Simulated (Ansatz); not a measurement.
# Geometry relaxation of TaN (part 2 of 2)

TaN (P-62m, 12 atoms in the cell); DFT PBEsol, scalar-relativistic, plane waves, PAW, no spin polarisation (Ansatz 0.2.0); cutoff 420 eV, 6×6×6 k-mesh, Gaussian smearing of 0.1 eV. The structure derives from an entry of the Crystallography Open Database. It belongs to a series of runs on one base structure; here: 0 of 6 N sites taken by Bi, cell and atoms relaxed.

Geometry of the input (Å; fractional positions):
```
2.5895  -4.4851  0.0000
-5.1789  0.0000  0.0000
0.0000  0.0000  -5.7920
Ta 0.3333  0.6667  0.2500
Ta 0.3333  0.6667  0.7500
Ta 0.6667  0.3333  0.2500
Ta 0.6667  0.3333  0.7500
Ta 1.0000  -0.0000  0.5000
Ta 1.0000  -0.0000  0.0000
N  1.0000  0.6066  0.5000
N  1.0000  0.6066  0.0000
N  0.3934  0.3934  0.5000
N  0.3934  0.3934  0.0000
N  0.6066  -0.0000  0.5000
N  0.6066  -0.0000  0.0000
```

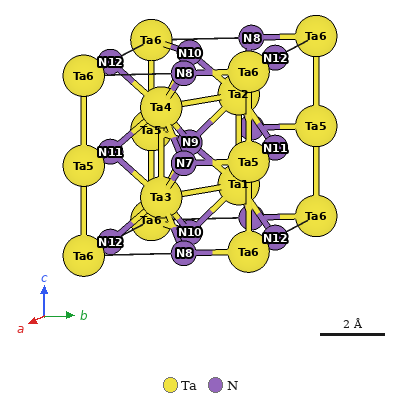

Fig. 1: The geometry at step 3 of the log (ball-and-stick view of the cell of the calculation, seen at an oblique angle; atoms are numbered from 1 in the order of the input).

### Output, continued
```
--- Forces (eV/Å), atoms counted from 1 ---
  atom   1  Ta     0.00000000     0.00000000     0.00000000
  atom   2  Ta     0.00000000     0.00000000     0.00000000
  atom   3  Ta    -0.00000000    -0.00000000    -0.00000000
  atom   4  Ta    -0.00000000    -0.00000000    -0.00000000
  atom   5  Ta    -0.00000000     0.00000000     0.00000000
  atom   6  Ta    -0.00000000    -0.00000000     0.00000000
  atom   7  N      0.00310824    -0.00000000    -0.00000000
  atom   8  N      0.00310824    -0.00000000    -0.00000000
  atom   9  N     -0.00155412    -0.00269181    -0.00000000
  atom  10  N     -0.00155412    -0.00269181    -0.00000000
  atom  11  N     -0.00155412     0.00269181    -0.00000000
  atom  12  N     -0.00155412     0.00269181    -0.00000000
  max |Σ_I F_I| component: 7.72e-17 eV/Å
--- Stress (GPa, compression-positive) ---
        0.005388       0.000000      -0.000000
       -0.000000       0.005388      -0.000000
       -0.000000      -0.000000      -0.016842
  P = ⅓ Tr σ = -0.0020 GPa (-0.020 kbar)
--- Band table (eV; the first three rows and the last of 28) ---
  k-point 0: bands = ["-49.4531", "-49.4056", "-49.4038", "-49.3582", "-48.8243", "-48.7822", "-16.6607", "-16.4571", "-16.3049", "-16.3049", "-16.1435", "-16.1435", "-15.9415", "-15.9415", "-15.7517", "-15.7472", "-15.7472", "-15.6377", "-15.5534", "-15.5176", "-15.5176", "-15.5032", "-15.5032", "-14.8475", "1.4309", "3.5809", "3.5809", "3.8132", "4.2257", "4.2257", "10.3198", "10.7074", "11.8250", "11.8250", "12.5075", "12.5075", "13.1830", "13.1830", "13.2666", "14.0175", "14.0175", "14.4331", "14.7454", "14.7454", "15.3023", "15.3023", "15.4742", "15.5475", "16.4923", "16.9067", "16.9067", "17.8633", "18.8846", "18.8846", "20.4238", "20.4238", "21.6490", "21.7620", "21.7620", "21.7839", "21.7839", "21.8815", "22.0239", "22.0239", "22.3770", "23.0650"]
  k-point 1: bands = ["-49.4498", "-49.4072", "-49.4025", "-49.3614", "-48.8215", "-48.7850", "-16.6039", "-16.4052", "-16.2943", "-16.2943", "-16.1546", "-16.1546", "-15.9303", "-15.9303", "-15.8171", "-15.7633", "-15.7633", "-15.6960", "-15.5137", "-15.5137", "-15.5084", "-15.5024", "-15.5024", "-14.8972", "1.5683", "3.6130", "3.6272", "3.6272", "4.1861", "4.1861", "10.5597", "10.9976", "11.8699", "11.8699", "12.6523", "12.6523", "13.0570", "13.0570", "13.3902", "13.9436", "13.9436", "14.1067", "14.7258", "14.7258", "15.1424", "15.1510", "15.1510", "15.3666", "16.7425", "17.0738", "17.0738", "18.2187", "18.5480", "18.5480", "20.8453", "20.8453", "21.3371", "21.6603", "21.6603", "21.7656", "21.8369", "21.8369", "22.0207", "22.0207", "22.5068", "23.0345"]
  k-point 2: bands = ["-49.4408", "-49.4162", "-49.3938", "-49.3701", "-48.8138", "-48.7927", "-16.4459", "-16.2652", "-16.2652", "-16.2616", "-16.1846", "-16.1846", "-15.9922", "-15.8989", "-15.8989", "-15.8525", "-15.8038", "-15.8038", "-15.5064", "-15.5064", "-15.5012", "-15.5012", "-15.3839", "-15.0312", "1.9527", "3.1137", "3.7518", "3.7518", "4.0751", "4.0751", "11.2341", "11.7582", "12.0260", "12.0260", "12.7041", "12.7041", "13.0429", "13.0429", "13.2652", "13.5010", "13.8730", "13.8730", "14.4783", "14.5533", "14.5533", "14.8364", "14.8364", "15.0616", "17.4387", "17.4387", "17.4900", "18.1414", "18.1414", "19.0435", "20.0640", "21.2856", "21.2856", "21.3877", "21.3877", "21.7600", "21.8224", "21.8224", "22.1068", "22.1068", "22.1091", "22.8625"]
  k-point 27: bands = ["-49.4052", "-49.4052", "-49.4052", "-49.4052", "-48.8035", "-48.8035", "-16.2779", "-16.2779", "-16.1705", "-16.1705", "-16.1705", "-16.1705", "-16.0297", "-16.0297", "-16.0297", "-16.0297", "-15.7512", "-15.7512", "-15.5132", "-15.5132", "-15.5132", "-15.5132", "-15.2024", "-15.2024", "3.4808", "3.4808", "3.4808", "3.4808", "3.5702", "3.5702", "11.6343", "11.6343", "11.6692", "11.6692", "11.6692", "11.6692", "13.2978", "13.2978", "13.2978", "13.2978", "14.0570", "14.0570", "14.2624", "14.2624", "14.9443", "14.9443", "14.9443", "14.9443", "17.6569", "17.6569", "18.0070", "18.0070", "18.0070", "18.0070", "21.1185", "21.1185", "21.1185", "21.1185", "21.1600", "21.1600", "21.7702", "21.7702", "22.9074", "22.9074", "22.9074", "22.9074"]
--- Relaxed structure (3 steps of the walk, 2 accepted, 1 SCFs on fresh bases) ---
  F+E_penalty+E_count = -61125.97942430 eV   max|allowed force component| = 3.108e-3 eV/Å   (the final SCF, on the basis selected at the relaxed cell)
  cell:  # Å, volume = 134.5339 Å³
    - [2.5902357652651564, -4.486419949021303, 1.4936872651870414e-20]
    - [-5.180471530530313, 2.2304308873679584e-35, -2.9873745303740816e-20]
    - [-3.341015908961511e-20, 9.070786529677865e-36, -5.788454736378788]
  atoms:
    - { symbol: Ta, position: [0.33333333333333337, 0.6666666666666667, 0.25000000000000006] }
    - { symbol: Ta, position: [0.33333333333333337, 0.6666666666666667, 0.7500000000000001] }
    - { symbol: Ta, position: [0.6666666666666669, 0.33333333333333337, 0.25000000000000006] }
    - { symbol: Ta, position: [0.6666666666666669, 0.33333333333333337, 0.7500000000000001] }
    - { symbol: Ta, position: [1.0, -3.2246252964346462e-21, 0.5000000000000001] }
    - { symbol: Ta, position: [1.0, 1.6642029555879827e-41, -3.76158192263132e-37] }
    - { symbol: N, position: [1.0, 0.6067040396812793, 0.5000000000000001] }
    - { symbol: N, position: [1.0, 0.6067040396812793, -1.2405516714623553e-21] }
    - { symbol: N, position: [0.3932959603187209, 0.3932959603187209, 0.5000000000000001] }
    - { symbol: N, position: [0.3932959603187209, 0.3932959603187209, 6.202758357311769e-22] }
    - { symbol: N, position: [0.6067040396812793, -5.551437585655426e-17, 0.5000000000000001] }
    - { symbol: N, position: [0.6067040396812793, -5.551115123125783e-17, 6.202758357311775e-22] }
```

### Trajectory as extended XYZ (Å, eV, eV/Å), 4 frames, from step=1 to step=4
```
12
Lattice="2.5895 -4.4851 0.0000 -5.1789 0.0000 0.0000 0.0000 0.0000 -5.7920" Properties=species:S:1:pos:R:3:forces:R:3 step=1 energy=-61125.97929 pressure_GPa=-0.03
Ta   -2.5895   -1.4950   -1.4480    0.0000   0.0000   0.0000
Ta   -2.5895   -1.4950   -4.3440    0.0000   0.0000   0.0000
Ta    0.0000   -2.9901   -1.4480    0.0000   0.0000   0.0000
Ta    0.0000   -2.9901   -4.3440    0.0000   0.0000   0.0000
Ta    2.5895   -4.4851   -2.8960    0.0000   0.0000   0.0000
Ta    2.5895   -4.4851    0.0000    0.0000   0.0000   0.0000
N    -0.5522   -4.4851   -2.8960    0.0004   0.0000   0.0000
N    -0.5522   -4.4851    0.0000    0.0004   0.0000   0.0000
N    -1.0186   -1.7643   -2.8960   -0.0002  -0.0003   0.0000
N    -1.0186   -1.7643    0.0000   -0.0002  -0.0003   0.0000
N     1.5708   -2.7208   -2.8960   -0.0002   0.0003   0.0000
N     1.5708   -2.7208    0.0000   -0.0002   0.0003   0.0000
12
Lattice="2.5917 -4.4890 0.0000 -5.1834 0.0000 0.0000 0.0000 0.0000 -5.7823" Properties=species:S:1:pos:R:3:forces:R:3 step=2 energy=-61125.97899 pressure_GPa=0.02 accepted=F
Ta   -2.5917   -1.4963   -1.4456    0.0000   0.0000   0.0000
Ta   -2.5917   -1.4963   -4.3367    0.0000   0.0000   0.0000
Ta    0.0000   -2.9927   -1.4456    0.0000   0.0000   0.0000
Ta    0.0000   -2.9927   -4.3367    0.0000   0.0000   0.0000
Ta    2.5917   -4.4890   -2.8911    0.0000   0.0000   0.0000
Ta    2.5917   -4.4890    0.0000    0.0000   0.0000   0.0000
N    -0.5541   -4.4890   -2.8911    0.0128   0.0000   0.0000
N    -0.5541   -4.4890    0.0000    0.0128   0.0000   0.0000
N    -1.0188   -1.7647   -2.8911   -0.0064  -0.0111   0.0000
N    -1.0188   -1.7647    0.0000   -0.0064  -0.0111   0.0000
N     1.5729   -2.7243   -2.8911   -0.0064   0.0111   0.0000
N     1.5729   -2.7243    0.0000   -0.0064   0.0111   0.0000
12
Lattice="2.5902 -4.4864 0.0000 -5.1805 0.0000 0.0000 0.0000 0.0000 -5.7885" Properties=species:S:1:pos:R:3:forces:R:3 step=3 energy=-61125.97941 pressure_GPa=-0.00
Ta   -2.5902   -1.4955   -1.4471    0.0000   0.0000   0.0000
Ta   -2.5902   -1.4955   -4.3413    0.0000   0.0000   0.0000
Ta    0.0000   -2.9909   -1.4471    0.0000   0.0000   0.0000
Ta    0.0000   -2.9909   -4.3413    0.0000   0.0000   0.0000
Ta    2.5902   -4.4864   -2.8942    0.0000   0.0000   0.0000
Ta    2.5902   -4.4864    0.0000    0.0000   0.0000   0.0000
N    -0.5528   -4.4864   -2.8942    0.0031   0.0000   0.0000
N    -0.5528   -4.4864    0.0000    0.0031   0.0000   0.0000
N    -1.0187   -1.7645   -2.8942   -0.0015  -0.0027   0.0000
N    -1.0187   -1.7645    0.0000   -0.0015  -0.0027   0.0000
N     1.5715   -2.7219   -2.8942   -0.0015   0.0027   0.0000
N     1.5715   -2.7219    0.0000   -0.0015   0.0027   0.0000
12
Lattice="2.5902 -4.4864 0.0000 -5.1805 0.0000 0.0000 0.0000 0.0000 -5.7885" Properties=species:S:1:pos:R:3:forces:R:3 step=4 energy=-61125.97942 pressure_GPa=-0.00
Ta   -2.5902   -1.4955   -1.4471    0.0000   0.0000   0.0000
Ta   -2.5902   -1.4955   -4.3413    0.0000   0.0000   0.0000
Ta    0.0000   -2.9909   -1.4471    0.0000   0.0000   0.0000
Ta    0.0000   -2.9909   -4.3413    0.0000   0.0000   0.0000
Ta    2.5902   -4.4864   -2.8942    0.0000   0.0000   0.0000
Ta    2.5902   -4.4864    0.0000    0.0000   0.0000   0.0000
N    -0.5528   -4.4864   -2.8942    0.0031   0.0000   0.0000
N    -0.5528   -4.4864    0.0000    0.0031   0.0000   0.0000
N    -1.0187   -1.7645   -2.8942   -0.0016  -0.0027   0.0000
N    -1.0187   -1.7645    0.0000   -0.0016  -0.0027   0.0000
N     1.5715   -2.7219   -2.8942   -0.0016   0.0027   0.0000
N     1.5715   -2.7219    0.0000   -0.0016   0.0027   0.0000
```

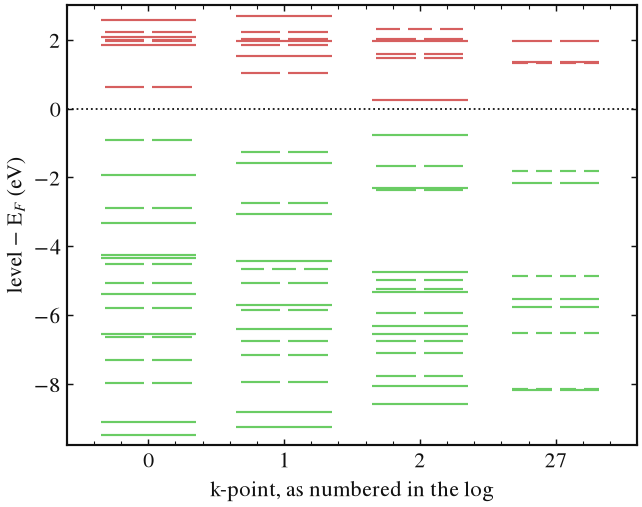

Fig. 2: Kohn–Sham levels near the Fermi level (dotted) at the few k-points that the log prints; levels within 0.02 eV of each other stand side by side. The system is metallic on the full mesh.
